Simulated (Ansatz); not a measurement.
# Zr16S31 (charge +1): geometry relaxation (part 3 of 3)

Zr16S31 (defect cell, 47 atoms in the cell, total charge +1); DFT PBE, scalar-relativistic, plane waves, PAW, spin-polarised (Ansatz 0.2.0); cutoff 420 eV, 2×2×2 k-mesh, Gaussian smearing of 0.01 eV, collinear spins. The structure derives from a Materials Project entry. It belongs to a series of runs on one base structure; here: S vacancy (site d), charge +1, atoms relaxed at the host's cell, started again with a moment of 3 μB.

**Output, continued**
```
--- Relaxed structure (2 steps of the walk, 2 accepted, 0 SCFs on fresh bases) ---
  F+E_penalty+E_count = -94983.80040416 eV   max|allowed force component| = 2.442e-2 eV/Å
  atoms:
    - { symbol: Zr, position: [0.7489805152, 0.8790751184000001, 0.12242033299999999] }
    - { symbol: Zr, position: [0.498865793, 0.5097060783, -0.001732761499999967] }
    - { symbol: Zr, position: [0.7489805152000001, 0.12656018220000012, 0.3699053968] }
    - { symbol: Zr, position: [0.49488331420000004, 0.7523970595, 0.2424862547] }
    - { symbol: Zr, position: [0.2442674346, 0.3798145628, 0.12472641695000003] }
    - { symbol: Zr, position: [0.7394556031, 0.36471278500000004, 0.6181063718000002] }
    - { symbol: Zr, position: [0.0013935127000000002, -0.0008363531999999752, 0.00032411490000000065] }
    - { symbol: Zr, position: [0.4988657930000001, 0.0005985545000000087, 0.4891597147000001] }
    - { symbol: Zr, position: [0.24426743459999997, 0.61954101765, 0.3644528718] }
    - { symbol: Zr, position: [0.7394556030999999, 0.6213492312999999, 0.8747428181000001] }
    - { symbol: Zr, position: [-0.0021920190999999973, 0.24959350485000006, 0.24821447605000005] }
    - { symbol: Zr, position: [0.4969362866000001, 0.24736793190000003, 0.7495683547000002] }
    - { symbol: Zr, position: [0.2831570983, 0.8688118085000001, 0.62813011075] }
    - { symbol: Zr, position: [0.0013935127000000006, 0.5010693978, 0.5022298659] }
    - { symbol: Zr, position: [0.28315709830000013, 0.15502698755000005, 0.9143452898000002] }
    - { symbol: Zr, position: [-0.0034785429999998653, 0.7248609704000001, 0.7716604866000001] }
    - { symbol: S, position: [0.8168091077, 0.54981412185, 0.5298160531000001] }
    - { symbol: S, position: [0.06859768639999997, 0.1654100301, 0.8921023757999998] }
    - { symbol: S, position: [0.8168091077, 0.7869930545999999, 0.76699498585] }
    - { symbol: S, position: [0.5530819012000001, 0.41190080290000003, 0.6411810983000001] }
    - { symbol: S, position: [0.05150626309999998, 0.41557139325000003, 0.13593486985000006] }
    - { symbol: S, position: [0.3050983214, 0.03178508949999999, 0.52132011895] }
    - { symbol: S, position: [0.8101700706999999, 0.042273776900000004, 0.013270210200000021] }
    - { symbol: S, position: [0.5528058167, 0.66727312475, 0.88574421405] }
    - { symbol: S, position: [0.0685976864, 0.6764953106, 0.4031876563] }
    - { symbol: S, position: [0.3050983213999999, 0.28377820244999996, 0.7733132319] }
    - { symbol: S, position: [0.8101700706999999, 0.29689986049999995, 0.2678962938] }
    - { symbol: S, position: [0.5566284357, 0.91952893865, 0.13709949705] }
    - { symbol: S, position: [0.30357981999999994, 0.5416055738000001, 0.012100856900000012] }
    - { symbol: S, position: [0.5528058167, 0.16706160265, 0.38553269195] }
    - { symbol: S, position: [0.30357982, 0.7914789631, 0.26197424620000004] }
    - { symbol: S, position: [0.6872300869999999, 0.7106047799999999, 0.2289599328] }
    - { symbol: S, position: [0.45696077320000006, 0.3525956735000001, 0.12700107310000008] }
    - { symbol: S, position: [0.687230087, 0.9582701542000001, 0.476625307] }
    - { symbol: S, position: [0.43904492069999995, 0.5858753539499999, 0.35316956675] }
    - { symbol: S, position: [0.18951680039999996, 0.21072843139999997, 0.23076330710000004] }
    - { symbol: S, position: [0.6870891431000001, 0.20547951000000003, 0.7284285757000001] }
    - { symbol: S, position: [0.9367681522, 0.8322255199, 0.10538284884999999] }
    - { symbol: S, position: [0.45696077320000006, 0.8299597001000001, 0.6043650997000002] }
    - { symbol: S, position: [0.1895168004, 0.4587534933, 0.478788369] }
    - { symbol: S, position: [0.6870891431, 0.45866056739999994, 0.9816096331] }
    - { symbol: S, position: [0.9389245336, 0.08352132920000002, 0.35540320440000006] }
    - { symbol: S, position: [0.43486945210000016, 0.07822537550000011, 0.8566440766000001] }
    - { symbol: S, position: [0.1919458336, 0.7146394434, 0.7351312791] }
    - { symbol: S, position: [0.9367681522000001, 0.33138530335, 0.6045426323] }
    - { symbol: S, position: [0.19194583360000006, 0.9568145545, 0.9773063902000002] }
    - { symbol: S, position: [0.9349038722, 0.5680754611500001, 0.8668284110500002] }
--- Löwdin populations: 47 sites ---
  site symbol       q [e]    m [muB]
     0     Zr     11.1799     0.0367
     1     Zr     11.1890     0.0371
     2     Zr     11.1799     0.0367
     3     Zr     11.1883     0.0343
     4     Zr     11.1865     0.0382
     5     Zr     11.1826     0.0310
     6     Zr     11.1552     0.0133
     7     Zr     11.1890     0.0371
     8     Zr     11.1865     0.0382
     9     Zr     11.1826     0.0310
    10     Zr     11.1729     0.0277
    11     Zr     11.1627     0.0260
    12     Zr     11.1992     0.0168
    13     Zr     11.1552     0.0133
    14     Zr     11.1992     0.0168
    15     Zr     11.2011     0.0145
    16      S      6.3360     0.0005
    17      S      6.3302     0.0021
    18      S      6.3360     0.0005
    19      S      6.3355     0.0021
    20      S      6.2966    -0.0004
    21      S      6.3309     0.0005
    22      S      6.3328    -0.0001
    23      S      6.3026     0.0004
    24      S      6.3302     0.0021
    25      S      6.3309     0.0005
    26      S      6.3328    -0.0001
    27      S      6.3309     0.0032
    28      S      6.3267     0.0019
    29      S      6.3026     0.0004
    30      S      6.3267     0.0019
    31      S      6.3143     0.0018
    32      S      6.2549    -0.0011
    33      S      6.3143     0.0018
    34      S      6.3012     0.0017
    35      S      6.3311     0.0004
    36      S      6.3198     0.0012
    37      S      6.3317     0.0031
    38      S      6.2549    -0.0011
    39      S      6.3311     0.0004
    40      S      6.3198     0.0012
    41      S      6.3093     0.0004
    42      S      6.3657     0.0028
    43      S      6.3669     0.0007
    44      S      6.3317     0.0031
    45      S      6.3669     0.0007
    46      S      6.2573    -0.0005
  spilling = 0.005671 (of n_electrons = 377.000000)
```

**File populations.tsv**
```
# site	symbol	l	j	q_up	q_dn
# orbitals = lowdin
# n_electrons = 377.000000
# spilling = 0.005671
0	Zr	0_4S	-	0.983772	0.983763
0	Zr	0_5S	-	0.264347	0.262825
0	Zr	1_4P	-	2.997305	2.997315
0	Zr	2_4D	-	1.362873	1.327705
1	Zr	0_4S	-	0.983598	0.983591
1	Zr	0_5S	-	0.264111	0.262549
1	Zr	1_4P	-	2.997169	2.997175
1	Zr	2_4D	-	1.368146	1.332617
2	Zr	0_4S	-	0.983772	0.983763
2	Zr	0_5S	-	0.264347	0.262825
2	Zr	1_4P	-	2.997305	2.997315
2	Zr	2_4D	-	1.362873	1.327705
3	Zr	0_4S	-	0.983747	0.983742
3	Zr	0_5S	-	0.265062	0.263802
3	Zr	1_4P	-	2.997321	2.997333
3	Zr	2_4D	-	1.365162	1.332089
4	Zr	0_4S	-	0.983597	0.983591
4	Zr	0_5S	-	0.263654	0.262789
4	Zr	1_4P	-	2.997224	2.997229
4	Zr	2_4D	-	1.367889	1.330536
5	Zr	0_4S	-	0.983687	0.983684
5	Zr	0_5S	-	0.264512	0.263331
5	Zr	1_4P	-	2.997168	2.997175
5	Zr	2_4D	-	1.361437	1.331602
6	Zr	0_4S	-	0.984264	0.984264
6	Zr	0_5S	-	0.265260	0.264941
6	Zr	1_4P	-	2.997196	2.997207
6	Zr	2_4D	-	1.337512	1.324561
7	Zr	0_4S	-	0.983598	0.983591
7	Zr	0_5S	-	0.264111	0.262549
7	Zr	1_4P	-	2.997169	2.997175
7	Zr	2_4D	-	1.368146	1.332617
8	Zr	0_4S	-	0.983597	0.983591
8	Zr	0_5S	-	0.263654	0.262789
8	Zr	1_4P	-	2.997224	2.997229
8	Zr	2_4D	-	1.367889	1.330536
9	Zr	0_4S	-	0.983687	0.983684
9	Zr	0_5S	-	0.264512	0.263331
9	Zr	1_4P	-	2.997168	2.997175
9	Zr	2_4D	-	1.361437	1.331602
10	Zr	0_4S	-	0.983804	0.983792
10	Zr	0_5S	-	0.264286	0.263063
10	Zr	1_4P	-	2.997296	2.997301
10	Zr	2_4D	-	1.354938	1.328434
11	Zr	0_4S	-	0.984232	0.984226
11	Zr	0_5S	-	0.265725	0.264766
11	Zr	1_4P	-	2.997216	2.997226
11	Zr	2_4D	-	1.347184	1.322142
12	Zr	0_4S	-	0.984276	0.984276
12	Zr	0_5S	-	0.257452	0.256192
12	Zr	1_4P	-	2.993482	2.993489
12	Zr	2_4D	-	1.372759	1.357229
13	Zr	0_4S	-	0.984264	0.984264
13	Zr	0_5S	-	0.265260	0.264941
13	Zr	1_4P	-	2.997196	2.997207
13	Zr	2_4D	-	1.337512	1.324561
14	Zr	0_4S	-	0.984276	0.984276
14	Zr	0_5S	-	0.257452	0.256192
14	Zr	1_4P	-	2.993482	2.993489
14	Zr	2_4D	-	1.372759	1.357229
15	Zr	0_4S	-	0.984276	0.984270
15	Zr	0_5S	-	0.257109	0.256285
15	Zr	1_4P	-	2.993389	2.993383
15	Zr	2_4D	-	1.373037	1.359336
16	S	0_3S	-	0.880323	0.880186
16	S	1_3P	-	2.287934	2.287598
17	S	0_3S	-	0.880266	0.879882
17	S	1_3P	-	2.285881	2.284177
18	S	0_3S	-	0.880323	0.880186
18	S	1_3P	-	2.287934	2.287598
19	S	0_3S	-	0.880609	0.880194
19	S	1_3P	-	2.288204	2.286526
20	S	0_3S	-	0.878507	0.878559
20	S	1_3P	-	2.269603	2.269903
21	S	0_3S	-	0.880103	0.879868
21	S	1_3P	-	2.285576	2.285356
22	S	0_3S	-	0.880315	0.880153
22	S	1_3P	-	2.286074	2.286306
23	S	0_3S	-	0.878828	0.878721
23	S	1_3P	-	2.272667	2.272397
24	S	0_3S	-	0.880266	0.879882
24	S	1_3P	-	2.285881	2.284177
25	S	0_3S	-	0.880103	0.879868
25	S	1_3P	-	2.285576	2.285356
26	S	0_3S	-	0.880315	0.880153
26	S	1_3P	-	2.286074	2.286306
27	S	0_3S	-	0.880439	0.879849
27	S	1_3P	-	2.286595	2.284012
28	S	0_3S	-	0.879502	0.879064
28	S	1_3P	-	2.284835	2.283349
29	S	0_3S	-	0.878828	0.878721
29	S	1_3P	-	2.272667	2.272397
30	S	0_3S	-	0.879502	0.879064
30	S	1_3P	-	2.284835	2.283349
31	S	0_3S	-	0.879704	0.879448
31	S	1_3P	-	2.278342	2.276759
32	S	0_3S	-	0.882716	0.882506
32	S	1_3P	-	2.244195	2.245505
33	S	0_3S	-	0.879704	0.879448
33	S	1_3P	-	2.278342	2.276759
34	S	0_3S	-	0.879721	0.879269
34	S	1_3P	-	2.271740	2.270457
35	S	0_3S	-	0.880376	0.880159
35	S	1_3P	-	2.285376	2.285193
36	S	0_3S	-	0.880556	0.880236
36	S	1_3P	-	2.279970	2.279051
37	S	0_3S	-	0.880939	0.880349
37	S	1_3P	-	2.286457	2.283923
38	S	0_3S	-	0.882716	0.882506
38	S	1_3P	-	2.244195	2.245505
39	S	0_3S	-	0.880376	0.880159
39	S	1_3P	-	2.285376	2.285193
40	S	0_3S	-	0.880556	0.880236
40	S	1_3P	-	2.279970	2.279051
41	S	0_3S	-	0.879561	0.879268
41	S	1_3P	-	2.275317	2.275171
42	S	0_3S	-	0.874402	0.874252
42	S	1_3P	-	2.309847	2.307234
43	S	0_3S	-	0.873787	0.873736
43	S	1_3P	-	2.310036	2.309352
44	S	0_3S	-	0.880939	0.880349
44	S	1_3P	-	2.286457	2.283923
45	S	0_3S	-	0.873787	0.873736
45	S	1_3P	-	2.310036	2.309352
46	S	0_3S	-	0.882558	0.882584
46	S	1_3P	-	2.245804	2.246327
```

**Trajectory as extended XYZ (Å, eV, eV/Å), 2 frames, from step=1 to step=2**
```
47
Lattice="-7.3704 -6.3830 6.7579 7.3704 -6.3830 -6.7579 7.3704 6.3830 6.7579" Properties=species:S:1:pos:R:3:forces:R:3 step=1 energy=-94983.80040
Zr    1.8611   -9.6104   -0.0519   -0.0028  -0.0071  -0.0006
Zr    0.0671   -6.4487   -0.0850   -0.0150  -0.0025  -0.0087
Zr   -1.8611   -3.2275    6.7060    0.0028  -0.0071  -0.0006
Zr    3.6852   -6.4136   -0.1016    0.0000   0.0045  -0.0027
Zr    1.9183   -3.1874   -0.0731   -0.0087   0.0114  -0.0048
Zr    1.7937   -3.1025    6.7096    0.0065  -0.0131  -0.0119
Zr   -0.0140   -0.0015    0.0173   -0.0072   0.0028  -0.0028
Zr   -0.0671   -0.0658    6.6729    0.0150  -0.0025  -0.0087
Zr    5.4521   -3.1874   -0.0731    0.0087   0.0114  -0.0048
Zr    5.5767   -3.1025    6.7096   -0.0065  -0.0131  -0.0119
Zr    3.6852    0.0052   -0.0241    0.0000   0.0090   0.0102
Zr    3.6852    0.0336    6.7521    0.0000  -0.0085   0.0015
Zr    8.9461   -3.3436    0.2870   -0.0005  -0.0027   0.0246
Zr    7.3845   -0.0015    0.0173    0.0072   0.0028  -0.0028
Zr    5.7947    3.0393    7.0450    0.0005  -0.0027   0.0246
Zr   11.0556    0.3209    0.2928    0.0000  -0.0051   0.0165
S     1.9371   -5.3413    5.3848   -0.0028  -0.0014  -0.0019
S     7.2887    4.2006    5.3745    0.0037  -0.0017  -0.0050
S     5.4333   -5.3413    5.3848    0.0028  -0.0014  -0.0019
S     3.6852   -2.0668    5.2871    0.0000  -0.0054  -0.0025
S     3.6852   -2.1137   -1.5417    0.0000  -0.0032  -0.0062
S     1.8279    1.1773    5.3701   -0.0033   0.0016  -0.0082
S    -5.5619   -5.3564    5.2790    0.0013   0.0021  -0.0069
S     7.3720   -2.1340    5.2122    0.0000   0.0016  -0.0052
S     7.4521   -2.1824   -1.3834   -0.0037  -0.0017  -0.0050
S     5.5425    1.1773    5.3701    0.0033   0.0016  -0.0082
S    -1.8085   -5.3564    5.2790   -0.0013   0.0021  -0.0069
S     3.6852   -8.5472   -1.5259    0.0000   0.0001  -0.0092
S     1.8435   -5.3176   -1.5268    0.0018   0.0012  -0.0101
S    -0.0016   -2.1340    5.2122    0.0000   0.0016  -0.0052
S     5.5269   -5.3176   -1.5268   -0.0018   0.0012  -0.0101
S     1.8598   -7.4609    1.3893    0.0024   0.0002   0.0101
S     0.1668   -4.3567    1.5636    0.0002   0.0051   0.0000
S     5.5106   -7.4609    1.3893   -0.0024   0.0002   0.0101
S     3.6852   -4.2878    1.3944    0.0000  -0.0035   0.0092
S     1.8572   -1.0818    1.4161    0.0053  -0.0064   0.0047
S     1.8192   -1.0477    8.1773   -0.0026   0.0082   0.0073
S     0.0062  -10.6188    1.4187    0.0040   0.0007   0.0066
S     7.2036   -4.3567    1.5636   -0.0002   0.0051   0.0000
S     5.5133   -1.0818    1.4161   -0.0053  -0.0064   0.0047
S     5.5513   -1.0477    8.1773    0.0026   0.0082   0.0073
S    -3.6852   -4.2577    8.1825    0.0000  -0.0056   0.0072
S     3.6852    2.1929    8.1993    0.0000   0.0065  -0.0011
S     9.2707   -1.0944    1.4356    0.0005   0.0017   0.0016
S    -0.0062   -4.2358    8.1766   -0.0040   0.0007   0.0066
S    12.8406   -1.0944    1.4356   -0.0005   0.0017   0.0016
S     3.6852   -4.0605    8.3369    0.0000   0.0078   0.0006
47
Lattice="-7.3704 -6.3830 6.7579 7.3704 -6.3830 -6.7579 7.3704 6.3830 6.7579" Properties=species:S:1:pos:R:3:forces:R:3 step=2 energy=-94983.80040
Zr    1.8611   -9.6104   -0.0519   -0.0029  -0.0070  -0.0006
Zr    0.0671   -6.4487   -0.0850   -0.0150  -0.0025  -0.0088
Zr   -1.8611   -3.2275    6.7060    0.0029  -0.0070  -0.0006
Zr    3.6852   -6.4136   -0.1016    0.0000   0.0046  -0.0027
Zr    1.9183   -3.1874   -0.0731   -0.0087   0.0113  -0.0048
Zr    1.7937   -3.1025    6.7096    0.0064  -0.0129  -0.0119
Zr   -0.0140   -0.0015    0.0173   -0.0073   0.0027  -0.0028
Zr   -0.0671   -0.0658    6.6729    0.0150  -0.0025  -0.0088
Zr    5.4521   -3.1874   -0.0731    0.0087   0.0113  -0.0048
Zr    5.5767   -3.1025    6.7096   -0.0064  -0.0129  -0.0119
Zr    3.6852    0.0052   -0.0241    0.0000   0.0089   0.0102
Zr    3.6852    0.0336    6.7521    0.0000  -0.0084   0.0016
Zr    8.9461   -3.3436    0.2870   -0.0008  -0.0029   0.0244
Zr    7.3845   -0.0015    0.0173    0.0073   0.0027  -0.0028
Zr    5.7947    3.0393    7.0450    0.0008  -0.0029   0.0244
Zr   11.0556    0.3209    0.2928    0.0000  -0.0049   0.0163
S     1.9371   -5.3413    5.3848   -0.0025  -0.0014  -0.0017
S     7.2887    4.2006    5.3745    0.0037  -0.0020  -0.0049
S     5.4333   -5.3413    5.3848    0.0025  -0.0014  -0.0017
S     3.6852   -2.0668    5.2871    0.0000  -0.0053  -0.0024
S     3.6852   -2.1137   -1.5417    0.0000  -0.0033  -0.0062
S     1.8279    1.1773    5.3701   -0.0034   0.0016  -0.0080
S    -5.5619   -5.3564    5.2790    0.0014   0.0022  -0.0069
S     7.3720   -2.1340    5.2122    0.0000   0.0018  -0.0051
S     7.4521   -2.1824   -1.3834   -0.0037  -0.0020  -0.0049
S     5.5425    1.1773    5.3701    0.0034   0.0016  -0.0080
S    -1.8085   -5.3564    5.2790   -0.0014   0.0022  -0.0069
S     3.6852   -8.5472   -1.5259    0.0000   0.0002  -0.0091
S     1.8435   -5.3176   -1.5268    0.0018   0.0011  -0.0101
S    -0.0016   -2.1340    5.2122    0.0000   0.0018  -0.0051
S     5.5269   -5.3176   -1.5268   -0.0018   0.0011  -0.0101
S     1.8598   -7.4609    1.3893    0.0024   0.0004   0.0100
S     0.1668   -4.3567    1.5636    0.0000   0.0052  -0.0002
S     5.5106   -7.4609    1.3893   -0.0024   0.0004   0.0100
S     3.6852   -4.2878    1.3944    0.0000  -0.0035   0.0091
S     1.8572   -1.0818    1.4161    0.0054  -0.0066   0.0047
S     1.8192   -1.0477    8.1773   -0.0026   0.0083   0.0073
S     0.0062  -10.6188    1.4187    0.0040   0.0008   0.0065
S     7.2036   -4.3567    1.5636    0.0000   0.0052  -0.0002
S     5.5133   -1.0818    1.4161   -0.0054  -0.0066   0.0047
S     5.5513   -1.0477    8.1773    0.0026   0.0083   0.0073
S    -3.6852   -4.2577    8.1825    0.0000  -0.0056   0.0071
S     3.6852    2.1929    8.1993    0.0000   0.0065  -0.0012
S     9.2707   -1.0944    1.4356    0.0006   0.0016   0.0015
S    -0.0062   -4.2358    8.1766   -0.0040   0.0008   0.0065
S    12.8406   -1.0944    1.4356   -0.0006   0.0016   0.0015
S     3.6852   -4.0605    8.3369    0.0000   0.0074   0.0003
```

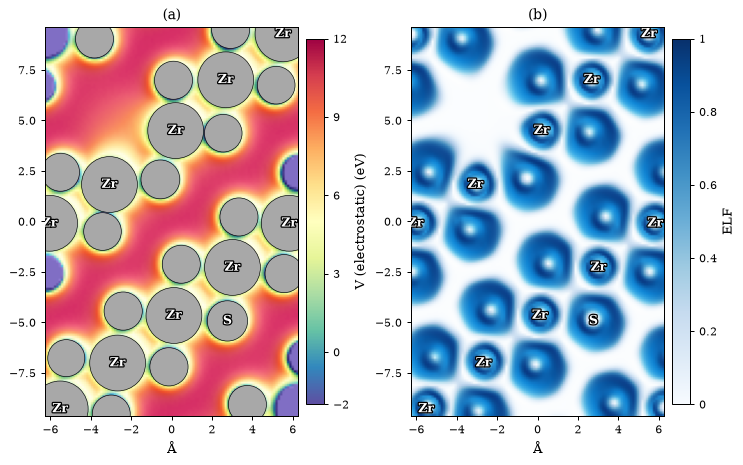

(a) electrostatic potential (local pseudopotential plus Hartree) felt by an electron; (b) electron localisation function on the (011) plane of the calculation cell. Grey discs, where drawn, cover atomic cores. Zr–S (2.67 Å): the ELF is about 0.35 at the midpoint (no shared pair; the contact is polar). The strong features right at Zr lie inside the PAW spheres (semicore, d or f shells) and say nothing about bonding. Outside the cores the potential energy rises away from the atoms and is highest about 2.3 Å from the nearest atoms; outside the discs it spans about 13 eV, and its zero is arbitrary. Core electrons are frozen (PAW), so the fields are smoothed inside the atomic spheres.

**Key numbers**

- outcome: converged
- electrons treated: 377
- free energy: −94983.8004 eV
- Fermi energy: 6.093 eV
- gap on the k-point mesh: none (metallic)
- net moment of the cell: 0.50 μB
- integrated absolute moment: 0.57 μB
- final volume: 1271.71 Å³
- largest force (length of the vector) at the end: 0.025 eV/Å
- hardware: 4 threads of Arm Neoverse V2, 24 GiB of memory available, shared host
- wall time: 6.1 min (CPU time 23 min)
- peak memory: 5.8 GiB

**Remarks**

The program warns: the exchange-correlation potential is rough where the density is thin. The cell is charged and computed with a neutralising background, so its energy and pressure depend on the cell and aren't those of a real crystal.
